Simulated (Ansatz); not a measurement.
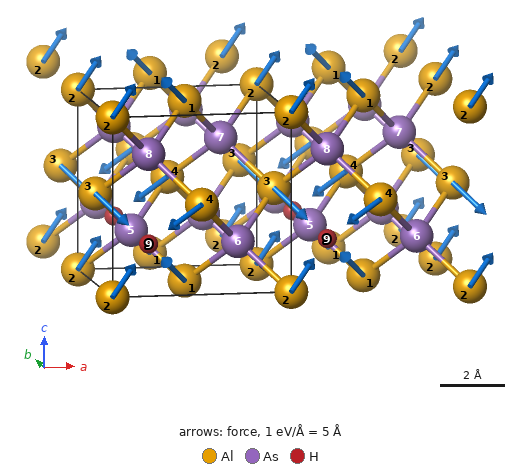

Starting geometry of a defect cell of composition Al4As4H with the computed forces as blue arrows. Style: ball-and-stick. Shown: the cell of the calculation, reduced to other axes, repeated 2 × 2 × 1 with one cell outlined, slightly off an axis. Lengths and directions refer to the drawn axes.

Method: DFT PBE, scalar-relativistic, plane waves, PAW; settings changed in Ansatz.

Input
```yaml
crystal:
  lattice:
    - [0.0, 5.7279123196, 0.0]
    - [0.0, 0.0, -5.7279123196]
    - [-5.7279123196, 0.0, 0.0]
  atoms:
    - { symbol: Al, position: [0.5, 1.0, 0.5], spin: 0.125 }
    - { symbol: Al, position: [0.0, 1.0, 0.0], spin: 0.125 }
    - { symbol: Al, position: [0.5, 0.5, 0.0], spin: 0.125 }
    - { symbol: Al, position: [0.0, 0.5, 0.5], spin: 0.125 }
    - { symbol: As, position: [0.75, 0.75, 0.75], spin: 0.125 }
    - { symbol: As, position: [0.25, 0.75, 0.25], spin: 0.125 }
    - { symbol: As, position: [0.75, 0.25, 0.25] }
    - { symbol: As, position: [0.25, 0.25, 0.75], spin: 0.125 }
    - { symbol: H, position: [0.25, 0.75, 0.75], spin: 0.125 }
  host:
    lattice:
      - [0.0, 2.8639561598, 2.8639561598]
      - [2.8639561598, 0.0, 2.8639561598]
      - [2.8639561598, 2.8639561598, 0.0]
    atoms:
      - { symbol: Al, position: [0.0, 0.0, 0.0] }
      - { symbol: As, position: [0.75, 0.75, 0.75] }
basis:
  ecutwfc: 420
  xc_grid: 2
  precision: f64
kpoints:
  mp_grid: { grid: [3, 3, 3], shift: [0.0, 0.0, 0.0] }
hamiltonian:
  xc: pbe
scf:
  occupations: { method: gaussian, width: 0.01 }
  eigensolver: { kind: davidson }
output:
  forces: true
  eigenvalues: true
magnetization:
  spin_polarized: true
relax:
  adjacent_minimum: "off"
  f_tol: 0.025
  max_steps: 45
```

Run as
```bash
ansatz run input.yaml --threads 4 --pin off --max-ram 8192MiB --backend cpu --events-out ev --progress --plain --runs-dir out
```

Is this structure relaxed? If not, where do the atoms go?

Answer. It isn't relaxed: the largest force vector, on Al atoms, is 0.32 eV/Å. The atoms end up moving mostly along the starting forces (cosine between the two patterns 1.00). Over 2 geometry steps the energy falls by 18.4 meV per cell of the calculation. Largest force component: 0.18 eV/Å at the start, 0.01 eV/Å at the end. The largest moves, 0.036 Å, are those of Al1, Al2, Al3 and Al4. Al3 goes along [1 −1 −1]. As and H stay in place. The cell stays as it was. Among the contacts that change: Al1–As7 2.480 → 2.517 Å, Al1–As5 2.480 → 2.468 Å. The run took 9.9 s on 4 threads of Arm Neoverse V2 (shared host), peak memory 0.49 GiB.

Limits of the set-up: the periodic images lie only 5.7 Å apart, so the values are limited by the cell's size.
